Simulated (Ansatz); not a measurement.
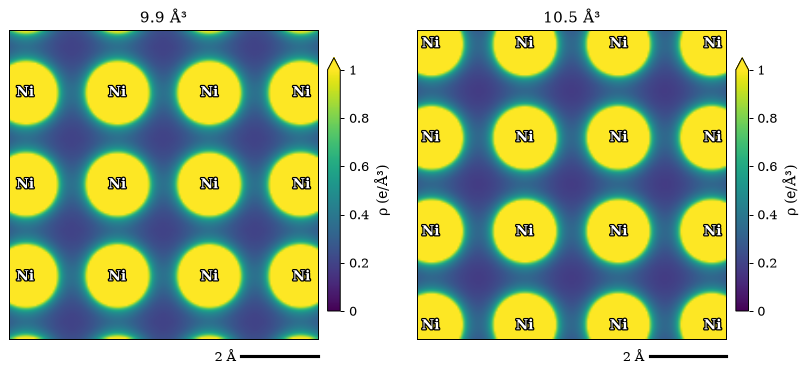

Ni. The valence charge density (pseudo) of cells scaled evenly to different volumes (given per atom above each panel), on the (110) plane of each (indices in the axes of the cell below), at one length scale and on one colour scale.

A structure from a database of computed crystals, not necessarily the ambient phase; spin-polarised.

Level of theory: Kohn-Sham DFT of a periodic cell, wPBEh, Ansatz PAW (Ansatz 0.2.0).

Core electrons are frozen (PAW), and the valence fields are smoothed inside the atomic spheres.

The largest cell:

```
Ni
1.0
     0.00000    1.73757    1.73757
     1.73757    0.00000    1.73757
     1.73757    1.73757    0.00000
Ni
1
Direct
  0.00000 0.00000 0.00000
```

| volume (Å³/atom) | Ni–Ni contact in the plane (Å) | ρ at its midpoint (e/Å³) | pressure (GPa) | largest moment (μB) | 
| --- | --- | --- | --- | --- |
| 9.86 | 2.407 | 0.372 | 24.0 | 1.07 | 
| 10.07 | 2.424 | ? | ? | ? | 
| 10.49 | 2.457 | 0.337 | 7.3 | 1.08 | 

**What values belong in the row with question marks?**

Over the known rows ln ρ falls by 1.98 per Å of Ni–Ni distance (the line through the two), which gives 0.360 e/Å³ at 2.424 Å; the calculation gives 0.361 e/Å³. For the pressure, a straight line in volume between the neighbouring rows gives 18.4 GPa; the calculation gives 17.8, lower because pressure rises ever faster on compression. For the largest moment, a straight line in volume between the neighbouring rows gives 1.07 μB; the calculation gives 1.08.
